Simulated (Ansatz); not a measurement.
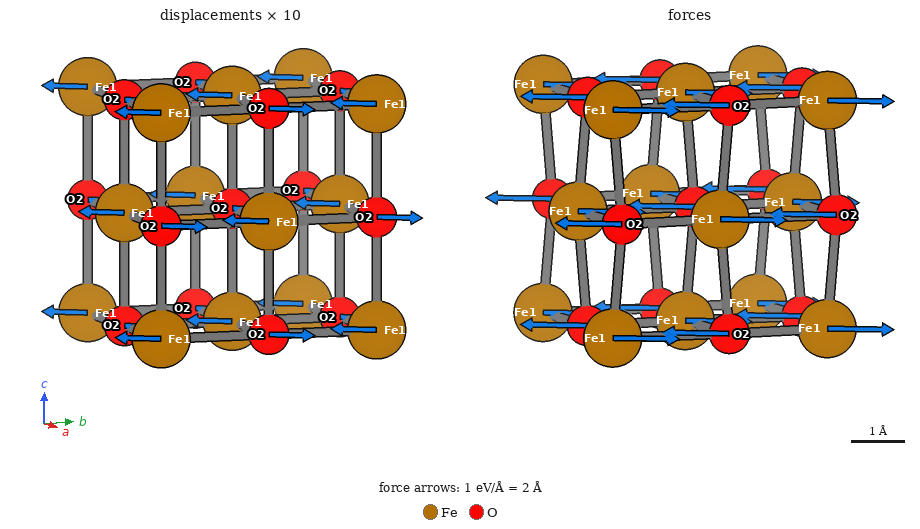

Left: solid FeO (built on the FeO-type type), with blue arrows for the displacements applied to it (without the part that the change of the cell carries along). Right: the displaced structure with the computed forces. Besides, the cell is strained by +1.1 % along [1 −1 2], +0.9 % along [1 −2 −2], −2.0 % along [3 2 0] (volume −0.1 %). The picture is a ball-and-stick view of the conventional cell (4 times the calculation's cell), seen slightly off an axis. Lengths and directions refer to the drawn axes.

Level of theory: DFT PBE, scalar-relativistic, plane waves, PAW in Ansatz. Settings: plane-wave cutoff 420 eV; k-point mesh 14 × 14 × 14; occupations gaussian; smearing width 0.05 eV; collinear spin.

> Where do the forces point?

Atoms are displaced by 0.09 Å relative to the cell: Fe1 0.09 Å along [−1 −2 0], O2 0.09 Å along [1 2 0]. No relaxation follows. The energy rises by 27.8 meV per atom. The pressure goes from 0.0 to 2.9 GPa. The principal stresses (compression positive) are 7.0 GPa along b, 2.8 GPa along a, −1.2 GPa along c. The largest forces, 0.65 eV/Å, act on Fe1 and O2; on Fe1 it points along [1 2 0]. The forces point straight back along the displacements (cosine −1.00). The absolute magnetisation stays at 4.01 μB per cell. Both are metals. Among the bonded contacts that change: Fe–O 2.154 → 1.995 to 2.317 Å. The space group (tolerance 0.01 Å) goes from Fm-3m (No. 225) to P1 (No. 1).
